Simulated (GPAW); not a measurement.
# How CaO (Lime) absorbs and reflects light

Aim: the dielectric function of CaO (Lime), and the optical constants that follow from it.

Program: GPAW 26.7.0. Level of theory: DFT, PBE, plane-wave PAW (GPAW data sets), scalar-relativistic, RPA, optical limit. Results are calculated unless marked as measured.

### Step 1. The starting structure

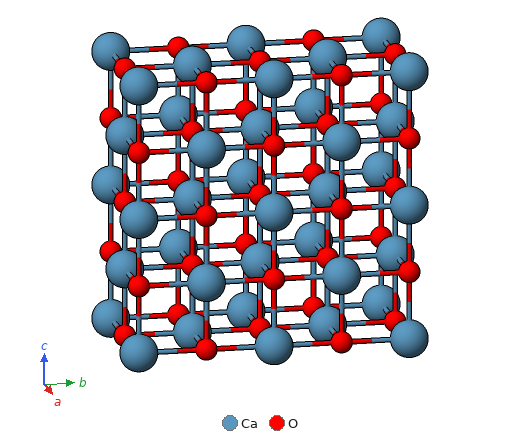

The cell as given, slightly off an axis (calcium blue, oxygen red). 1×2×2 cells are drawn. This picture shows the conventional cell, with its axes. Some periodic images of atoms are drawn too.

Structure file:

```xyz
2
Lattice="0.0000 2.4065 2.4065 2.4065 0.0000 2.4065 2.4065 2.4065 0.0000" Properties=species:S:1:pos:R:3 pbc="T T T"
Ca    0.0000    0.0000    0.0000
O     2.4065    2.4065    2.4065
```

### Step 2. Bands for the response

The response needs many more empty bands than the density does.

This step: DFT, PBE, plane-wave PAW (GPAW data sets), scalar-relativistic, bands at fixed density (GPAW 26.7.0).

nscf.py

```python
from ase.dft.bandgap import bandgap
from gpaw import GPAW, FermiDirac

calc = GPAW('gs.gpw').fixed_density(kpts={'size': (12, 12, 12), 'gamma': True}, nbands=37, convergence={'bands': 31},
                                    occupations=FermiDirac(0.001), txt='nscf.txt')
print('gap (eV)', bandgap(calc, output=None)[0])
print('direct gap (eV)', bandgap(calc, direct=True, output=None)[0])
print('top band over the Fermi level (eV)', min(calc.get_eigenvalues(kpt=k)[30] for k in range(len(calc.get_ibz_k_points()))) - calc.get_fermi_level())
calc.write('full.gpw', mode='all')
```

Command:

```bash
OMP_NUM_THREADS=1 python nscf.py
```

Numbers of over 12 decimals in the logs are rounded to 6 here.

Output:

```text
Diagonalizing LCAO Hamiltonian
Converting LCAO to pw mode
convergence criteria:
- Maximum integral of absolute [eigenst]ate change: 4e-08 eV^2 / valence electron
maximum number of iterations: 150

SCF iterations
|iter     |      energy | eigst |  dens |
|iter:   1||             | +3.60 |       |
|iter:   2||             | +1.82 |       |
|iter:   3||             | +0.07 |       |
|iter:   4||             | -1.19 |       |
|iter:   5||             | -2.67 |       |
|iter:   6||             | -4.01 |       |
|iter:   7||             | -5.15 |       |
|iter:   8||             | -6.29 |       |
|iter:   9||             | -7.05 |       |
|iter:  10||             | -7.66c|       |
SCF steps: 10
  __  _  _
 | _ |_)|_||  |
 |__||  | ||/\| - 26.7.0

Versions:
  Python: 3.12.14
  ASE:    3.29.0
  Numpy:  2.5.5
  Scipy:  1.18.1
  Libxc:  7.0.0

Input parameters:
  mode=PW(ecut=500.0),
  convergence={'bands': 31},
  gpts=array([18, 18, 18]),
  kpts=MonkhorstPack(size=(12, 12, 12), gamma=True),
  maxiter=150,
  nbands=37,
  occupations=Occupations(name='fermi-dirac', width=0.001, fixmagmom=False),
  parallel={},
  xc=XC(name='PBE')

--- standard output ---
gap (eV) 3.693897
direct gap (eV) 4.069274
top band over the Fermi level (eV) 38.283839
```

The job ended after 43 s (1 thread of Arm Neoverse V1, shared host; peak memory 0.17 GiB).

Read-outs, printed or worked out from the files:

```
gap on the k-mesh      : 3.694 eV
direct gap on the mesh : 4.069 eV
```

### Step 3. Dielectric function, RPA

Local fields let the induced charge screen the field inside the cell, which as a rule lowers ε, most along directions where the density is uneven.

This step: DFT, PBE, plane-wave PAW (GPAW data sets), scalar-relativistic, RPA, optical limit (GPAW 26.7.0).

df.py

```python
from gpaw.response.df import DielectricFunction

df = DielectricFunction('full.gpw', frequencies={'type': 'nonlinear', 'domega0': 0.03, 'omega2': 8},
                        ecut=50,
                        eta=0.15,
                        nbands=31,
                        txt='df.txt')
for direction in ['x']:
    df.get_dielectric_function(xc='RPA', direction=direction, filename=f'df_{direction}.csv')
```

Command:

```bash
OMP_NUM_THREADS=1 python df.py
```

Output:

```text
Using integrator: PointIntegrator
NonLinearFrequencyDescriptor(from 0.000 to 84.484 eV, 525 points)
Nonperiodic BCs:  [False False False]
Using integrator: PointIntegrator
NonLinearFrequencyDescriptor(from 0.000 to 84.484 eV, 525 points)
Nonperiodic BCs:  [False False False]

Calculating chi0 body with:
    Ground state adapter containing:
    Number of spins: 1
    Number of kpoints: 1728
    Number of irreducible kpoints: 72
    Number of completely occupied states: 8
    Number of partially occupied states: 8

    Linear response parametrization:
    q_c: [0.0, 0.0, 0.0]
    Number of frequency points: 525
    Planewave cutoff: 50.0
    Number of bands: 31
    Number of planewaves: 15
    Broadening (eta): 0.15

Integrating chi0 body.

Symmetries of q_c:
    Direct symmetries (Uq -> q): 48
    Indirect symmetries (TUq -> q): 0
In total 48 allowed symmetries.

72 groups of equivalent kpoints. 95.833333% reduction.

Integral kind: spectral function

Calculating chi0 optical extensions with:
    Ground state adapter containing:
    Number of spins: 1
    Number of kpoints: 1728
    Number of irreducible kpoints: 72
    Number of completely occupied states: 8
    Number of partially occupied states: 8

    Linear response parametrization:
    Number of frequency points: 525
    Planewave cutoff: 50.0
    Number of bands: 31
    Number of planewaves: 15
    Broadening (eta): 0.15
Integrating chi0 head and wings.

Symmetries of q_c:
    Direct symmetries (Uq -> q): 48
    Indirect symmetries (TUq -> q): 0
In total 48 allowed symmetries.

72 groups of equivalent kpoints. 95.833333% reduction.

Integral kind: spectral function wings
```

Elapsed: 7.4 s, on 1 thread; peak memory 0.2 GiB.

This step gave:

- electronic dielectric constant ε∞, mean over x, y and z (by symmetry where fewer were run): 3.619
- main peak of Im epsilon, first axis: 9.455 eV

Some rows of df_x.csv (energy; Re and Im without local fields; Re and Im with them):

```text
0.000000, 3.849504, -0.000000, 3.619348, -0.000000
0.429336, 3.858063, 0.006024, 3.627126, 0.005474
0.878195, 3.885881, 0.012719, 3.652395, 0.011549
1.347938, 3.937718, 0.020704, 3.699438, 0.018776
1.840057, 4.021634, 0.031073, 3.775467, 0.028120
2.356191, 4.152178, 0.046101, 3.893416, 0.041576
2.898142, 4.359107, 0.071729, 4.079531, 0.064308
3.467895, 4.720365, 0.131810, 4.401803, 0.116843
4.067647, 5.479524, 0.561812, 5.070261, 0.484912
4.699832, 5.326207, 1.752102, 5.000589, 1.519731
5.367152, 5.173624, 2.384519, 4.875706, 2.071750
6.072622, 4.493707, 3.210744, 4.330408, 2.860343
6.819608, 3.901125, 3.209199, 3.772714, 2.948973
7.611886, 3.975527, 3.716464, 3.865142, 3.442343
8.453705, 2.692373, 5.277729, 2.735459, 4.985227
9.349861, 1.399441, 6.082544, 1.515643, 5.934431
10.305790, -1.482582, 2.942508, -1.470883, 2.968120
11.327680, -0.890250, 0.872271, -0.976623, 0.888924
12.422601, 0.370119, 0.413150, 0.252050, 0.393125
13.598673, 1.102645, 0.366886, 0.969831, 0.331539
```

Values under the direct gap are tails of Lorentzian lines. Im ε, E ∥ x against photon energy; read off at these points:

```csv
photon energy (eV),"Im ε, E ∥ x"
0.0,0
1.0,0.0133
2.0,0.0318
3.0,0.0705
4.0,0.385
5.0,1.97
6.0,2.78
7.0,2.91
8.0,4.50
8.5,5.05
9.0,4.62
9.5,6.15
10.0,3.99
11.0,1.59
12.0,0.585
13.0,0.507
```

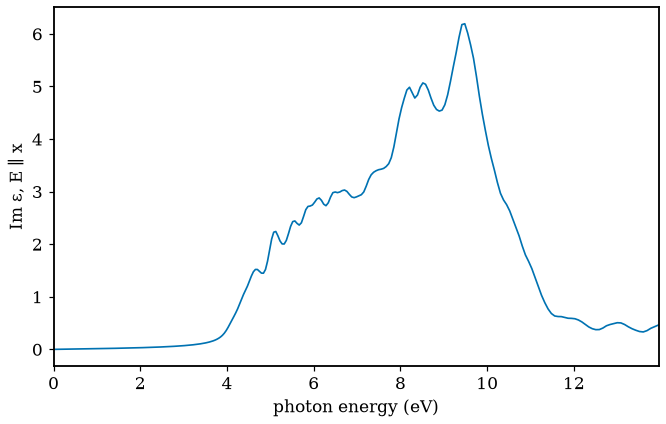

Im ε, E ∥ x against photon energy.

The Re ε, E ∥ x by photon energy:

```csv
photon energy (eV),"Re ε, E ∥ x"
0,3.62
1,3.66
2,3.81
3,4.12
4,4.99
5,5.27
6,4.42
7,3.88
8,3.97
9,2.11
10,-1.53
11,-1.32
12,-0.0525
13,0.649
```

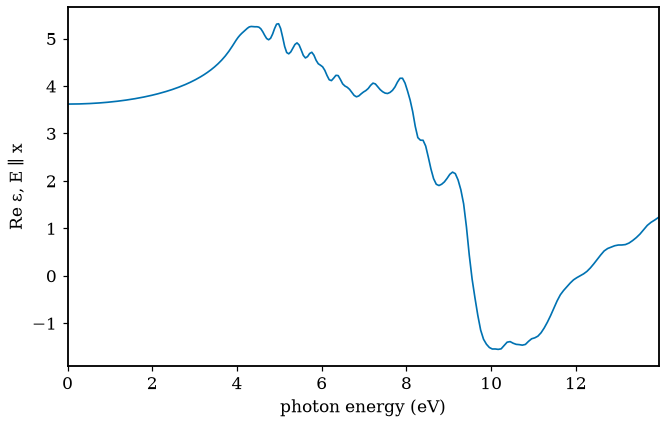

Re ε, E ∥ x, plotted against photon energy.

Table of reflectivity at normal incidence, E ∥ x by photon energy; read off at these points:

```csv
photon energy (eV),"reflectivity at normal incidence, E ∥ x (%)"
0.0,9.67
1.0,9.83
2.0,10.4
3.0,11.6
4.0,14.7
5.0,17.4
6.0,17.2
7.0,16.7
8.0,22.1
9.0,23.2
10.0,38.5
11.0,43.0
11.3,47.2
12.0,21.1
13.0,3.04
```

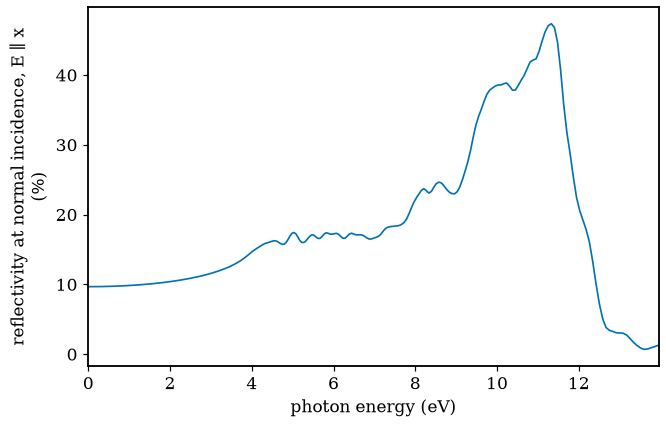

Reflectivity at normal incidence, E ∥ x against photon energy.

Values under the direct gap are tails of Lorentzian lines. Table of Im ε, E ∥ x by photon energy; read off at these points:

```csv
photon energy (eV),without local fields,with local fields
0.00,0,0
0.50,0.00704,0.00640
1.00,0.0147,0.0133
1.50,0.0236,0.0214
2.00,0.0351,0.0318
2.50,0.0516,0.0464
3.00,0.0787,0.0705
3.50,0.138,0.122
4.00,0.445,0.385
4.50,1.48,1.26
5.00,2.25,1.97
5.50,2.73,2.40
6.00,3.12,2.78
6.50,3.25,2.99
7.00,3.18,2.91
7.50,3.67,3.42
8.00,4.82,4.50
8.50,5.33,5.05
9.00,4.77,4.62
9.42,6.31,6.18
9.50,6.24,6.15
10.00,3.97,3.99
10.50,2.64,2.67
11.00,1.56,1.59
11.50,0.666,0.669
12.00,0.599,0.585
12.50,0.398,0.376
13.00,0.556,0.507
13.50,0.376,0.343
```

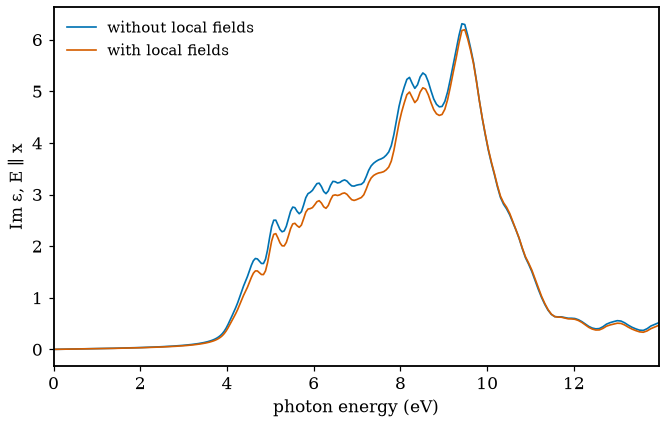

Im ε, E ∥ x, plotted against photon energy.

The refractive index n and extinction k by photon energy:

```csv
photon energy (eV),n,k
0,1.90,0
1,1.91,0.00348
2,1.95,0.00814
3,2.03,0.0173
4,2.24,0.0861
5,2.34,0.423
6,2.20,0.633
7,2.09,0.695
8,2.23,1.01
9,1.89,1.22
10,1.17,1.70
11,0.611,1.30
12,0.517,0.566
13,0.858,0.295
```

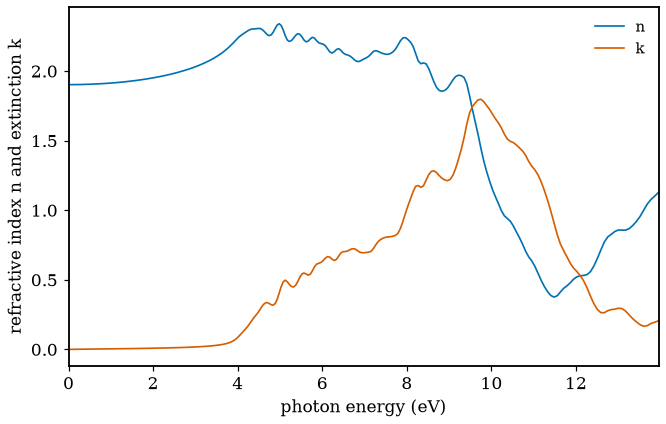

Refractive index n and extinction k against photon energy.

From ε follow the optical constants at some laser and lamp lines:

```csv
wavelength (nm),n,k,R (%),1/α
1550,1.91,0.003,9.8,45 µm
1064,1.92,0.004,9.9,21 µm
532,1.97,0.010,10.7,4.1 µm
450,2.01,0.014,11.2,2.5 µm
308,2.24,0.094,14.8,261 nm
248,2.34,0.422,17.4,47 nm
193,2.15,0.686,17.3,22 nm
```

Below the direct gap, k and the depth come from the tails of the Lorentzian lines, not from transitions.

Rows near the edge hang on the gap, which this functional as a rule makes too small, and phonon-assisted absorption is left out.

### Step 4. Summary of results

```json
{
 "electronic dielectric constant ε∞, mean over x, y and z (by symmetry where fewer were run) (RPA)": "3.62",
 "main peak of Im epsilon, first axis": "9.46 eV"
}
```

What this shows: At this level (PBE, RPA) CaO has ε∞ = 3.62 and n = 1.91 at 1550 nm, and Im ε peaks at 9.5 eV. On the mesh the gap is 3.69 eV and the least direct gap 4.07 eV, so on this mesh the band edges lie at different points. Local fields change the static value along x from 3.85 to 3.62 (-6 %). Distinct maxima of Im ε, read by a parabola through the highest points, lie at 8.53 eV (5.1) and 9.46 eV (6.2). Excitons and phonon-assisted transitions are missing; PBE gaps are as a rule too small, which pulls the onset down and ε∞ up. The sum runs over mesh points, so small or evenly spaced maxima can still be ripples of the mesh. In this version of GPAW the matrix elements of the optical limit are incomplete, which can lower ε − 1 by up to a tenth where first-row anions or d states rule, and shift it by more in d metals.

[Machine, clock and banner lines and Python warnings are left out of the logs.]

[Logs are printed without paths, hosts, clocks, repeated set-up lines and the standing remarks that a program may print on its own settings, such as how far it seeks lower states.]

[Hosts, paths, dates, database ids (printed as entryN), source tags and the programs' standing remarks are cut or masked in the printed files.]
